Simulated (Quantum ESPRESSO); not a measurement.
**Relaxation of cell and atoms of Mg (part 3 of 3)**

Mg (P6₃/mmc, 2 atoms in the cell); Kohn-Sham DFT of a periodic cell, rev-vdW-DF2, PseudoDojo 0.4.1 SR PBE standard, no spin polarisation (Quantum ESPRESSO 7.5); cutoff 1142.88 eV, 10×10×5 k-mesh, fermi-dirac of 0.05 eV. The structure derives from an entry of the Crystallography Open Database.

Geometry of the input (Å; fractional positions):
```
3.2093  0.0000  0.0000
-1.6046  2.7793  0.0000
0.0000  0.0000  5.2103
Mg 0.6667  0.3333  0.7500
Mg 0.3333  0.6667  0.2500
```

### What the program printed, continued
```
     PseudoPot. # 1 for Mg read from file:
     Mg.upf
     Pseudo is Norm-conserving, Zval = 10.0
     Generated using ONCVPSP code by D. R. Hamann
     Using radial grid of 1510 points,  4 beta functions with:
                l(1) =   0
                l(2) =   0
                l(3) =   1
                l(4) =   1

     atomic species   valence    mass     pseudopotential
     Mg               10.00    24.30500     Mg( 1.00)

     24 Sym. Ops., with inversion, found (12 have fractional translation)

   Cartesian axes

     site n.     atom                  positions (alat units)
         1        Mg     tau(   1) = (   0.4924691   0.2843272   1.2363393  )
         2        Mg     tau(   2) = (  -0.0000000   0.5686544   0.4121131  )

     number of k points=    42  Fermi-Dirac smearing, width (Ry)=  0.0037
                       cart. coord. in units 2pi/alat
        k(    1) = (   0.0000000   0.0000000   0.0000000), wk =   0.0040000
        k(    2) = (  -0.0000000  -0.0000000   0.1213259), wk =   0.0080000
        k(    3) = (  -0.0000000  -0.0000000   0.2426518), wk =   0.0080000
        k(    4) = (   0.0000000   0.1172358  -0.0000000), wk =   0.0240000
        k(    5) = (   0.0000000   0.1172358   0.1213259), wk =   0.0480000
        k(    6) = (   0.0000000   0.1172358   0.2426518), wk =   0.0480000
        k(    7) = (   0.0000000   0.2344717  -0.0000000), wk =   0.0240000
        k(    8) = (   0.0000000   0.2344717   0.1213259), wk =   0.0480000
        k(    9) = (   0.0000000   0.2344717   0.2426518), wk =   0.0480000
        k(   10) = (   0.0000000   0.3517075  -0.0000000), wk =   0.0240000
        k(   11) = (   0.0000000   0.3517075   0.1213259), wk =   0.0480000
        k(   12) = (   0.0000000   0.3517075   0.2426518), wk =   0.0480000
        k(   13) = (   0.0000000   0.4689433  -0.0000000), wk =   0.0240000
        k(   14) = (   0.0000000   0.4689433   0.1213259), wk =   0.0480000
        k(   15) = (   0.0000000   0.4689433   0.2426518), wk =   0.0480000
        k(   16) = (  -0.0000000  -0.5861791   0.0000000), wk =   0.0120000
        k(   17) = (  -0.0000000  -0.5861791   0.1213259), wk =   0.0240000
        k(   18) = (  -0.0000000  -0.5861791   0.2426518), wk =   0.0240000
        k(   19) = (   0.1015292   0.1758537  -0.0000000), wk =   0.0240000
        k(   20) = (   0.1015292   0.1758537   0.1213259), wk =   0.0480000
        k(   21) = (   0.1015292   0.1758537   0.2426518), wk =   0.0480000
        k(   22) = (   0.1015292   0.2930896  -0.0000000), wk =   0.0480000
        k(   23) = (   0.1015292   0.2930896   0.1213259), wk =   0.0960000
        k(   24) = (   0.1015292   0.2930896   0.2426518), wk =   0.0960000
        k(   25) = (   0.1015292   0.4103254  -0.0000000), wk =   0.0480000
        k(   26) = (   0.1015292   0.4103254   0.1213259), wk =   0.0960000
        k(   27) = (   0.1015292   0.4103254   0.2426518), wk =   0.0960000
        k(   28) = (   0.1015292   0.5275612  -0.0000000), wk =   0.0480000
        k(   29) = (   0.1015292   0.5275612   0.1213259), wk =   0.0960000
        k(   30) = (   0.1015292   0.5275612   0.2426518), wk =   0.0960000
        k(   31) = (   0.2030584   0.3517075  -0.0000000), wk =   0.0240000
        k(   32) = (   0.2030584   0.3517075   0.1213259), wk =   0.0480000
        k(   33) = (   0.2030584   0.3517075   0.2426518), wk =   0.0480000
        k(   34) = (   0.2030584   0.4689433  -0.0000000), wk =   0.0480000
        k(   35) = (   0.2030584   0.4689433   0.1213259), wk =   0.0960000
        k(   36) = (   0.2030584   0.4689433   0.2426518), wk =   0.0960000
        k(   37) = (   0.2030584   0.5861791  -0.0000000), wk =   0.0240000
        k(   38) = (   0.2030584   0.5861791   0.1213259), wk =   0.0480000
        k(   39) = (   0.2030584   0.5861791   0.2426518), wk =   0.0480000
        k(   40) = (   0.3045876   0.5275612  -0.0000000), wk =   0.0240000
        k(   41) = (   0.3045876   0.5275612   0.1213259), wk =   0.0480000
        k(   42) = (   0.3045876   0.5275612   0.2426518), wk =   0.0480000

     Dense  grid:    32081 G-vectors     FFT dimensions: (  36,  36,  60)

     Initial potential from superposition of free atoms

     starting charge      19.9984, renormalised to      20.0000
     Starting wfcs are   10 randomized atomic wfcs +    6 random wfcs

     Self-consistent Calculation

     iteration #  1     ecut=    84.00 Ry     beta= 0.50
     Davidson diagonalization with overlap
     c_bands:  1 eigenvalues not converged
     c_bands:  1 eigenvalues not converged
     c_bands:  1 eigenvalues not converged
     ethr =  1.00E-06,  avg # of iterations = 13.7

     total energy              =    -237.51266803 Ry
     estimated scf accuracy    <       0.00714625 Ry

     iteration #  2     ecut=    84.00 Ry     beta= 0.50
     Davidson diagonalization with overlap
     ethr =  3.57E-05,  avg # of iterations =  1.0

     total energy              =    -237.51308044 Ry
     estimated scf accuracy    <       0.00148940 Ry

     iteration #  3     ecut=    84.00 Ry     beta= 0.50
     Davidson diagonalization with overlap
     ethr =  7.45E-06,  avg # of iterations =  1.0

     total energy              =    -237.51317819 Ry
     estimated scf accuracy    <       0.00006463 Ry

     iteration #  4     ecut=    84.00 Ry     beta= 0.50
     Davidson diagonalization with overlap
     ethr =  3.23E-07,  avg # of iterations =  2.0

     total energy              =    -237.51318532 Ry
     estimated scf accuracy    <       0.00000068 Ry

     iteration #  5     ecut=    84.00 Ry     beta= 0.50
     Davidson diagonalization with overlap
     ethr =  3.41E-09,  avg # of iterations =  2.0

     total energy              =    -237.51318544 Ry
     estimated scf accuracy    <       0.00000017 Ry

     iteration #  6     ecut=    84.00 Ry     beta= 0.50
     Davidson diagonalization with overlap
     ethr =  8.30E-10,  avg # of iterations =  2.0

     total energy              =    -237.51318547 Ry
     estimated scf accuracy    <          3.6E-09 Ry

     iteration #  7     ecut=    84.00 Ry     beta= 0.50
     Davidson diagonalization with overlap
     ethr =  1.81E-11,  avg # of iterations =  2.0

     total energy              =    -237.51318547 Ry
     estimated scf accuracy    <          4.2E-09 Ry

     iteration #  8     ecut=    84.00 Ry     beta= 0.50
     Davidson diagonalization with overlap
     ethr =  1.81E-11,  avg # of iterations =  2.0

     total energy              =    -237.51318547 Ry
     estimated scf accuracy    <          4.2E-10 Ry

     iteration #  9     ecut=    84.00 Ry     beta= 0.50
     Davidson diagonalization with overlap
     ethr =  2.12E-12,  avg # of iterations =  2.0

     End of self-consistent calculation

          k = 0.0000 0.0000 0.0000 (  3983 PWs)   bands (ev):

   -70.3472 -70.3446 -37.1829 -37.1527 -37.1509 -37.1509 -37.1467 -37.1467
    -1.3542   3.7911   4.0386  16.9240  16.9240  17.0500  17.0500  17.2478

          k =-0.0000-0.0000 0.1213 (  4013 PWs)   bands (ev):

   -70.3469 -70.3448 -37.1800 -37.1556 -37.1505 -37.1505 -37.1471 -37.1471
    -1.1379   2.0455   6.1600  14.8644  17.0920  17.0920  17.1946  17.1946

          k =-0.0000-0.0000 0.2427 (  3995 PWs)   bands (ev):

   -70.3463 -70.3455 -37.1725 -37.1631 -37.1494 -37.1494 -37.1481 -37.1481
    -0.4922   0.5736   8.7579  11.6890  17.5168  17.5168  17.5554  17.5554

          k = 0.0000 0.1172-0.0000 (  4007 PWs)   bands (ev):

   -70.3469 -70.3444 -37.1819 -37.1534 -37.1530 -37.1517 -37.1494 -37.1472
    -1.1522   3.9751   4.2356  14.0513  15.4676  16.2005  17.9659  18.7197

          k = 0.0000 0.1172 0.1213 (  4015 PWs)   bands (ev):

   -70.3467 -70.3447 -37.1792 -37.1561 -37.1530 -37.1512 -37.1494 -37.1476
    -0.9365   2.2397   6.3449  14.1499  15.1371  15.6463  16.3176  17.8299

          k = 0.0000 0.1172 0.2427 (  4038 PWs)   bands (ev):

   -70.3461 -70.3453 -37.1722 -37.1635 -37.1517 -37.1503 -37.1501 -37.1488
    -0.2923   0.7712   8.9326  11.8376  14.8422  15.6335  16.1805  17.0592

          k = 0.0000 0.2345-0.0000 (  4027 PWs)   bands (ev):

   -70.3462 -70.3440 -37.1791 -37.1602 -37.1562 -37.1541 -37.1537 -37.1486
    -0.5493   4.5277   4.8162  11.0106  14.2834  14.6393  15.6775  16.6310

          k = 0.0000 0.2345 0.1213 (  4014 PWs)   bands (ev):

   -70.3460 -70.3442 -37.1772 -37.1598 -37.1589 -37.1538 -37.1532 -37.1491
    -0.3350   2.8195   6.8891  11.2017  13.8574  14.4649  15.0686  16.4278

          k = 0.0000 0.2345 0.2427 (  4027 PWs)   bands (ev):

   -70.3455 -70.3448 -37.1720 -37.1654 -37.1573 -37.1550 -37.1519 -37.1504
     0.3048   1.3612   9.4217  11.6552  12.3214  12.9407  15.0106  15.9228

          k = 0.0000 0.3517-0.0000 (  4017 PWs)   bands (ev):

   -70.3453 -70.3436 -37.1753 -37.1686 -37.1646 -37.1562 -37.1559 -37.1503
     0.4462   5.4504   5.7178   8.3059  12.7929  12.9043  13.4392  15.1306

          k = 0.0000 0.3517 0.1213 (  4017 PWs)   bands (ev):

   -70.3451 -70.3437 -37.1754 -37.1672 -37.1656 -37.1561 -37.1556 -37.1509
     0.6581   3.7732   7.6139   8.6429  11.2739  13.6209  14.1454  15.7152

          k = 0.0000 0.3517 0.2427 (  4028 PWs)   bands (ev):

   -70.3447 -70.3442 -37.1740 -37.1707 -37.1617 -37.1580 -37.1541 -37.1523
     1.2907   2.3348   8.8480   9.8111  10.6369  13.2265  14.1675  15.0818

          k = 0.0000 0.4689-0.0000 (  4011 PWs)   bands (ev):

   -70.3444 -70.3433 -37.1754 -37.1713 -37.1713 -37.1581 -37.1581 -37.1517
     1.8205   5.5316   6.7433   7.3629  10.4872  10.7932  12.9340  14.3168

          k = 0.0000 0.4689 0.1213 (  4022 PWs)   bands (ev):

   -70.3443 -70.3434 -37.1776 -37.1732 -37.1674 -37.1580 -37.1575 -37.1523
     2.0289   5.0028   5.9952   8.7766   9.3424  12.5606  13.1154  14.6192

          k = 0.0000 0.4689 0.2427 (  4015 PWs)   bands (ev):

   -70.3441 -70.3437 -37.1784 -37.1765 -37.1624 -37.1590 -37.1559 -37.1539
     2.6500   3.6687   6.5238   7.5100  11.6674  13.6610  13.7901  14.5736

          k =-0.0000-0.5862 0.0000 (  4036 PWs)   bands (ev):

   -70.3441 -70.3432 -37.1781 -37.1739 -37.1693 -37.1595 -37.1589 -37.1523
     3.5481   3.5540   8.2332   8.6208   8.6541   9.1428  12.7658  14.0628

          k =-0.0000-0.5862 0.1213 (  4014 PWs)   bands (ev):

   -70.3440 -70.3433 -37.1796 -37.1757 -37.1665 -37.1590 -37.1582 -37.1529
     3.7436   3.7566   6.8495   6.8797  10.7817  10.7957  12.9471  14.3113

          k =-0.0000-0.5862 0.2427 (  4026 PWs)   bands (ev):

   -70.3438 -70.3435 -37.1805 -37.1788 -37.1621 -37.1594 -37.1566 -37.1546
     4.2972   4.3229   5.5010   5.5428  12.8753  13.1393  13.4922  14.4039

          k = 0.1015 0.1759-0.0000 (  4019 PWs)   bands (ev):

   -70.3464 -70.3441 -37.1800 -37.1576 -37.1552 -37.1537 -37.1521 -37.1485
    -0.7498   4.3434   4.6247  12.4725  12.7928  17.0014  17.0281  17.5241

          k = 0.1015 0.1759 0.1213 (  4011 PWs)   bands (ev):

   -70.3462 -70.3444 -37.1778 -37.1580 -37.1570 -37.1538 -37.1516 -37.1490
    -0.5350   2.6268   6.7104  12.6327  12.9641  15.1642  15.7726  16.1894

          k = 0.1015 0.1759 0.2427 (  4032 PWs)   bands (ev):

   -70.3456 -70.3449 -37.1720 -37.1645 -37.1554 -37.1539 -37.1513 -37.1501
     0.1063   1.1650   9.2704  12.0650  13.2662  13.3771  14.6407  14.8421

          k = 0.1015 0.2931-0.0000 (  4021 PWs)   bands (ev):

   -70.3456 -70.3437 -37.1767 -37.1646 -37.1620 -37.1552 -37.1552 -37.1506
     0.0494   5.0811   5.3765   9.7243  11.5244  14.3585  14.8152  16.3411

          k = 0.1015 0.2931 0.1213 (  4020 PWs)   bands (ev):

   -70.3454 -70.3439 -37.1757 -37.1642 -37.1629 -37.1565 -37.1541 -37.1511
     0.2622   3.3941   7.4057   9.9311  11.6325  13.0016  14.6328  16.3095

          k = 0.1015 0.2931 0.2427 (  4010 PWs)   bands (ev):

   -70.3450 -70.3444 -37.1726 -37.1681 -37.1602 -37.1576 -37.1535 -37.1523
     0.8978   1.9469   9.7464  10.6043  11.2673  12.3076  13.1765  13.9254

          k = 0.1015 0.4103-0.0000 (  4027 PWs)   bands (ev):

   -70.3447 -70.3434 -37.1727 -37.1720 -37.1685 -37.1582 -37.1573 -37.1526
     1.2343   6.1895   6.2169   7.4171  10.6445  11.7827  12.6488  15.5550

          k = 0.1015 0.4103 0.1213 (  4021 PWs)   bands (ev):

   -70.3446 -70.3435 -37.1754 -37.1707 -37.1670 -37.1586 -37.1566 -37.1530
     1.4443   4.5179   7.1535   8.6733  10.0536  11.3366  13.7803  14.5467

          k = 0.1015 0.4103 0.2427 (  4016 PWs)   bands (ev):

   -70.3443 -70.3438 -37.1759 -37.1737 -37.1624 -37.1593 -37.1558 -37.1543
     2.0709   3.1034   7.7970   8.7703  10.8969  11.9102  12.7398  14.4167

          k = 0.1015 0.5276-0.0000 (  4025 PWs)   bands (ev):

   -70.3441 -70.3432 -37.1766 -37.1725 -37.1693 -37.1601 -37.1595 -37.1538
     2.7880   4.6720   7.6615   8.1198   9.5637   9.6129  11.2853  15.1690

          k = 0.1015 0.5276 0.1213 (  4030 PWs)   bands (ev):

   -70.3440 -70.3433 -37.1782 -37.1744 -37.1666 -37.1597 -37.1588 -37.1542
     2.9930   4.8345   6.1667   7.9400   9.8627  10.8880  12.2835  13.7766

          k = 0.1015 0.5276 0.2427 (  4004 PWs)   bands (ev):

   -70.3438 -70.3435 -37.1791 -37.1775 -37.1626 -37.1600 -37.1572 -37.1553
     3.6007   4.5514   5.6551   6.5872  11.0885  11.9929  13.1351  14.6605

          k = 0.2031 0.3517-0.0000 (  4025 PWs)   bands (ev):

   -70.3448 -70.3434 -37.1732 -37.1685 -37.1685 -37.1582 -37.1570 -37.1542
     1.0380   6.0047   6.2261   8.5951   9.0929  13.1574  13.7364  13.8371

          k = 0.2031 0.3517 0.1213 (  4014 PWs)   bands (ev):

   -70.3447 -70.3435 -37.1744 -37.1695 -37.1657 -37.1598 -37.1556 -37.1547
     1.2484   4.3372   8.0655   8.7802   9.4266  11.9960  12.1069  15.9119

          k = 0.2031 0.3517 0.2427 (  4008 PWs)   bands (ev):

   -70.3443 -70.3439 -37.1743 -37.1721 -37.1619 -37.1604 -37.1555 -37.1553
     1.8767   2.9127   9.2944   9.3579  10.2122  10.6818  11.7973  14.2608

          k = 0.2031 0.4689-0.0000 (  4018 PWs)   bands (ev):

   -70.3441 -70.3432 -37.1733 -37.1705 -37.1694 -37.1620 -37.1594 -37.1573
     2.4028   6.0792   7.2976   7.4839   8.6165  11.0200  11.8620  12.9896

          k = 0.2031 0.4689 0.1213 (  4007 PWs)   bands (ev):

   -70.3440 -70.3433 -37.1751 -37.1727 -37.1660 -37.1626 -37.1586 -37.1569
     2.6095   5.5408   6.5481   8.1956   9.3096  10.2718  11.5371  13.7302

          k = 0.2031 0.4689 0.2427 (  4003 PWs)   bands (ev):

   -70.3438 -70.3435 -37.1763 -37.1752 -37.1638 -37.1624 -37.1577 -37.1564
     3.2252   4.2322   7.0590   7.9436   9.1154  10.0003  12.6646  15.3756

          k = 0.2031 0.5862-0.0000 (  4010 PWs)   bands (ev):

   -70.3438 -70.3432 -37.1751 -37.1709 -37.1672 -37.1640 -37.1611 -37.1584
     4.1107   4.1301   7.6645   8.7771   9.1547   9.1816  10.5614  12.7824

          k = 0.2031 0.5862 0.1213 (  4027 PWs)   bands (ev):

   -70.3437 -70.3433 -37.1763 -37.1729 -37.1669 -37.1616 -37.1613 -37.1576
     4.3049   4.3280   7.1986   7.4070   8.4091  10.7964  11.9320  11.9588

          k = 0.2031 0.5862 0.2427 (  4011 PWs)   bands (ev):

   -70.3436 -70.3434 -37.1773 -37.1761 -37.1652 -37.1629 -37.1582 -37.1568
     4.8509   4.8754   6.0696   6.0696   8.8736   9.8221  14.0971  14.3236

          k = 0.3046 0.5276-0.0000 (  4005 PWs)   bands (ev):

   -70.3436 -70.3433 -37.1726 -37.1694 -37.1662 -37.1659 -37.1622 -37.1621
     3.9334   5.7730   5.7958   8.7593   9.3201  10.4143  11.0080  11.3257

          k = 0.3046 0.5276 0.1213 (  4006 PWs)   bands (ev):

   -70.3436 -70.3433 -37.1729 -37.1725 -37.1682 -37.1641 -37.1612 -37.1595
     4.1332   5.8851   5.9863   7.4239   9.0351   9.2791  11.5839  13.2269

          k = 0.3046 0.5276 0.2427 (  4002 PWs)   bands (ev):

   -70.3435 -70.3434 -37.1749 -37.1746 -37.1677 -37.1656 -37.1582 -37.1574
     4.7201   5.5894   6.5204   6.8244   7.8430   8.0216  14.0291  15.7313

     the Fermi energy is     5.6436 ev

!    total energy              =    -237.51318547 Ry
     estimated scf accuracy    <          3.7E-12 Ry
     smearing contrib. (-TS)   =      -0.00065298 Ry
     internal energy E=F+TS    =    -237.51253250 Ry

     The total energy is F=E-TS. E is the sum of the following terms:
     one-electron contribution =    -184.90298885 Ry
     hartree contribution      =      86.60607531 Ry
     xc contribution           =     -31.56618009 Ry
     ewald contribution        =    -107.64943887 Ry

     convergence has been achieved in   9 iterations

     Forces acting on atoms (cartesian axes, Ry/au):

     atom    1 type  1   force =    -0.00000000   -0.00000000    0.00000000
     atom    2 type  1   force =     0.00000000    0.00000000   -0.00000000

     Total force =     0.000000     Total SCF correction =     0.000000

     Computing stress (Cartesian axis) and pressure

          total   stress  (Ry/bohr**3)                   (kbar)     P=       -0.07
  -0.00000152   0.00000000  -0.00000000           -0.22        0.00       -0.00
   0.00000000  -0.00000152  -0.00000000            0.00       -0.22       -0.00
   0.00000000   0.00000000   0.00000166            0.00        0.00        0.24

=------------------------------------------------------------------------------=
   JOB DONE.
=------------------------------------------------------------------------------=
```

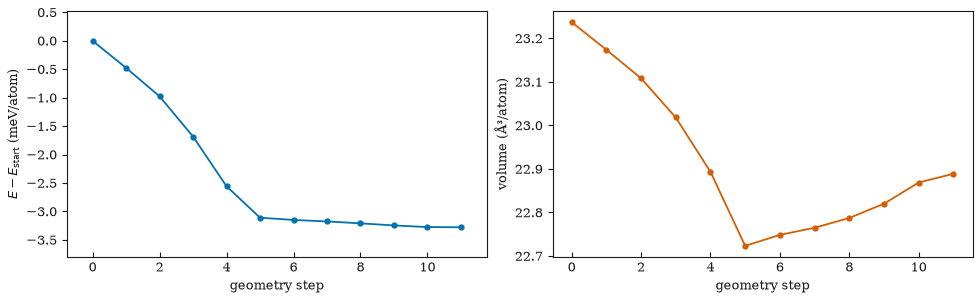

Progress of the relaxation, step by step (steps are counted from 0).

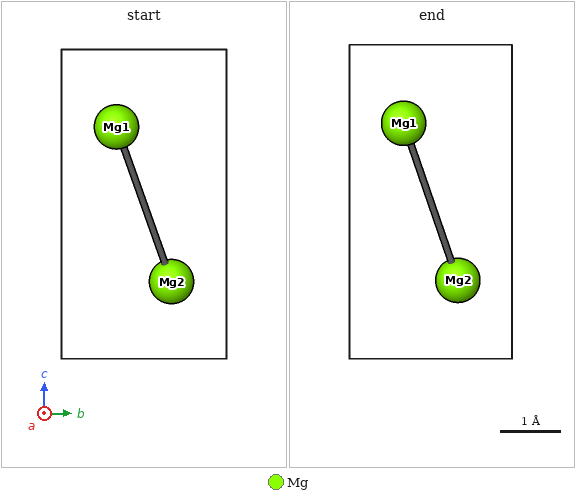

Before (left) and after (right) the relaxation, at one scale (ball-and-stick view of the cell of the calculation, along the a axis). After 11 geometry steps the energy has fallen by 3.3 meV per atom. All forces vanish by symmetry, so only the cell relaxes. The atoms keep their places relative to the cell (all moves are under 0.005 Å). The volume changes by −1.5 %, with a = b 3.209 → 3.161 Å (−1.5 %), c 5.210 → 5.290 Å (+1.5 %). Among the contacts that change: Mg1–Mg1 3.209 → 3.161 Å, Mg1–Mg2 3.197 → 3.214 Å. The space group stays P6_3/mmc (No. 194). (Atoms are counted from 1 in the order of the input.)

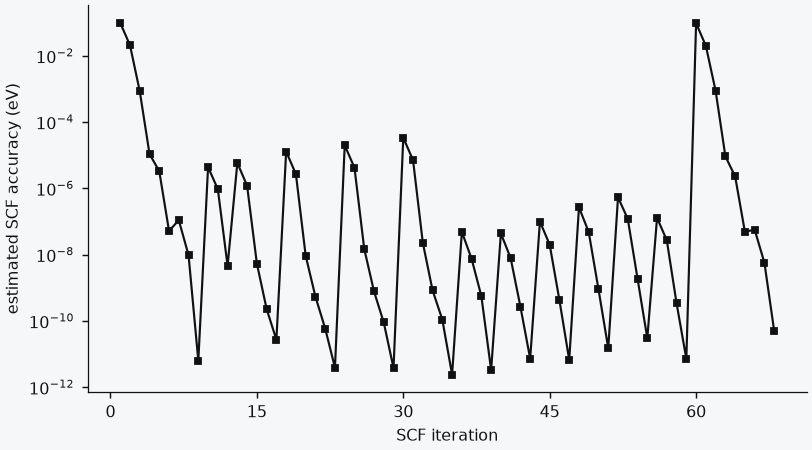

Convergence of the self-consistent field: estimated SCF accuracy against the iteration. The field takes 68 iterations in all.

### Summary

```json
{"quantity": "outcome", "value": "converged"}
{"quantity": "space group (tolerance 0.01 Å)", "value": "P6₃/mmc (194)"}
{"quantity": "electrons treated", "value": "20"}
{"quantity": "free energy", "value": "−3231.5315 eV"}
{"quantity": "Fermi energy", "value": "5.644 eV"}
{"quantity": "gap on the k-point mesh", "value": "none (metallic)"}
{"quantity": "pressure", "value": "−0.01 GPa"}
{"quantity": "final volume", "value": "45.78 Å³"}
{"quantity": "largest force (length of the vector) at the end", "value": "under 0.001 eV/Å"}
{"quantity": "final cell", "value": "a = 3.161 Å, b = 3.161 Å, c = 5.290 Å, α = 90.00°, β = 90.00°, γ = 120.00°"}
{"quantity": "hardware", "value": "1 thread of Arm Neoverse V2, 24 GiB of memory available, shared host"}
{"quantity": "wall time", "value": "5.1 min"}
{"quantity": "peak memory", "value": "0.14 GiB"}
```

Further notes kept with the run: potentials made for another functional. Points of doubt noted for this run: potentials made for another functional.
